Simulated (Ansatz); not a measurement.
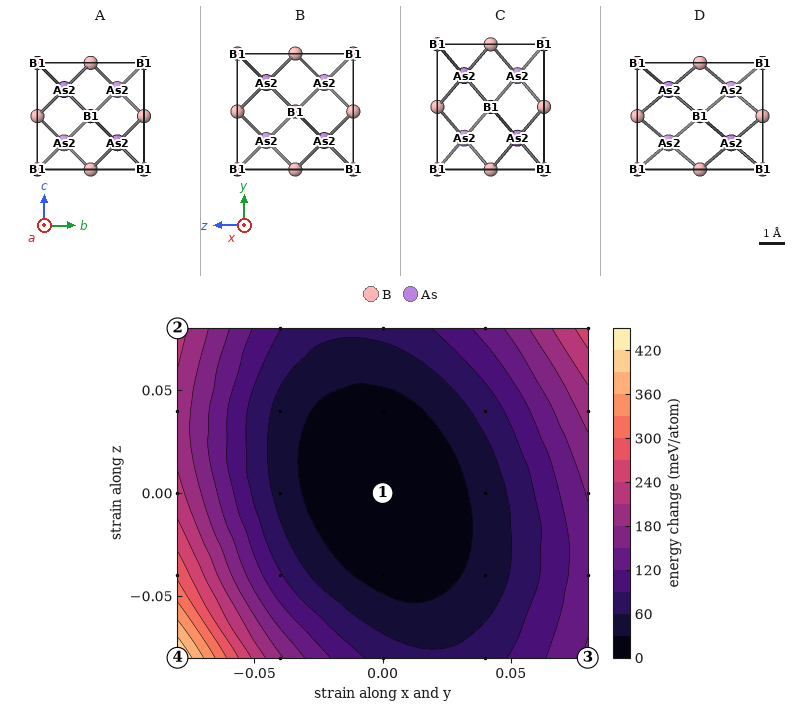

Energy scan for a crystal of BAs (F-43m), in which the cell is strained equally along x and y and separately along z, with the atoms kept at their fractional coordinates. x, y and z are the Cartesian axes of the input. The map is interpolated between the computed points (dots). The frames are shuffled; each belongs to one numbered point. The picture is a ball-and-stick view of the conventional cell (4 times the calculation's cell), seen along the a axis. Lengths and directions refer to the drawn axes.

These are results of Ansatz, DFT PBE, scalar-relativistic, plane waves, PAW, not measurements. Settings: plane-wave cutoff 420 eV; k-point mesh 10 × 10 × 10; occupations gaussian; smearing width 0.05 eV; no spin polarisation. Energies (free energies at the smearing named) are counted from the relaxed crystal.

Q: Which frame belongs to which numbered point?

A: Point 1 is frame B, at (0.000, 0.000) and 0 meV/atom; 2 is frame D, at (−0.080, 0.080) and 223 meV/atom; 3 is frame C, at (0.080, −0.080) and 154 meV/atom; 4 is frame A, at (−0.080, −0.080) and 425 meV/atom. In pairs of (strain along x and y; strain along z): the lowest computed point lies at (0.000, 0.000) (0 meV/atom), the highest at (−0.080, −0.080) (425 meV/atom). The valley is tilted: raising the in-plane strain is made harder by raising the strain along z (cross term 0.30 of the geometric mean of the two curvatures). Over the ranges scanned the energy rises more along the first axis, the in-plane strain. The pressure runs from −18.5 GPa at (0.080, 0.080) to 54.5 GPa at (−0.080, −0.080). The band gap on the mesh, 1.20 eV in the reference, closes at 5 of the 25 computed points.
